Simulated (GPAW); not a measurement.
## AlN (P6_3mc): refractive index against wavelength

The refractive index of AlN (P6_3mc) along x below the direct gap (4.17 eV on the mesh) is read from one computed spectrum, n = √(Re ε). x, y and z are the Cartesian axes of the input cell.

Symmetry: P6_3mc, No. 186, hexagonal system. Conventional cell: a = 3.113 Å, b = 3.113 Å, c = 4.981 Å, α = 90.00°, β = 90.00°, γ = 120.00°. Al on site b has 4 N at 1.89 Å as nearest neighbours. N on site b has 4 Al at 1.89 Å as nearest neighbours.

Method: GPAW 26.7.0, PBE, RPA, k-mesh 12×12×7, local fields up to 70 eV, Lorentzian half width 0.12 eV.

Launch of the response step: `OMP_NUM_THREADS=1 python df.py`. The run took 2.5 min, its band step included, on 1 thread of Arm Neoverse V1, on a shared host.

| wavelength (nm) | photon energy E (eV) | n |
| --- | --- | --- |
| 1310 | 0.946 | 2.0684 |
| 1064 | 1.165 | 2.0735 |
| 850 | 1.459 | ? |
| 700 | 1.771 | 2.0943 |
| 633 | 1.959 | 2.1028 |
| 532 | 2.331 | 2.1231 |
| 450 | 2.755 | 2.1528 |

In the single-oscillator model n² − 1 = E₀E_d/(E₀² − E²), so 1/(n² − 1) = E₀/E_d − E²/(E₀E_d) is linear in E².

Working, on the rows shown:

| x = E² (eV²) | y = 1/(n² − 1) |
| --- | --- |
| 0.895757 | 0.305038 |
| 1.35784 | 0.303085 |
| 3.13716 | 0.295326 |
| 3.83641 | 0.292247 |
| 5.43137 | 0.285099 |
| 7.59115 | 0.275137 |

Means: x̄ = 3.7083, ȳ = 0.29266. Σ(x − x̄)(y − ȳ) = -0.142, Σ(x − x̄)² = 31.82. Slope = -0.142 / 31.82 = -0.004461; intercept = ȳ − slope · x̄ = 0.3092. Turned back into n, the line misses the rows shown by at most 0.0006.

Q: What does the fit predict for the withheld row, and how well does it do?

A: At x = 2.1276 the line gives y = 0.29971, that is 2.0825. The run gave 2.0824, so the interpolation is off by 5.0e-05, 0.1 % of the range in the table.

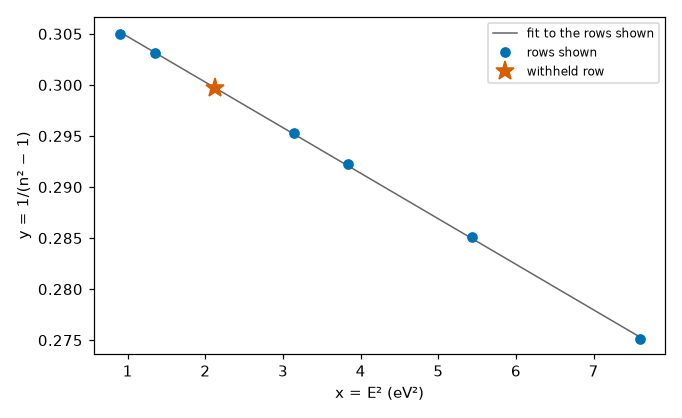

Refitted with all rows, the slope is -0.004462 and the intercept 0.3092. These give E₀ = √(intercept/−slope) = 8.32 eV and E_d = E₀/intercept = 26.9 eV; E₀ is 2.0 times the direct gap. The electronic limit at long wavelengths, without lattice vibrations, is n = √(1 + 1/intercept) = 2.058. The cell comes from an older database entry, whose edges can be off by a per cent or so. Excitons are left out; PBE gaps are as a rule too small. The values come from a sum over the points of one k-mesh and carry its error, which grows as the direct gap shrinks.
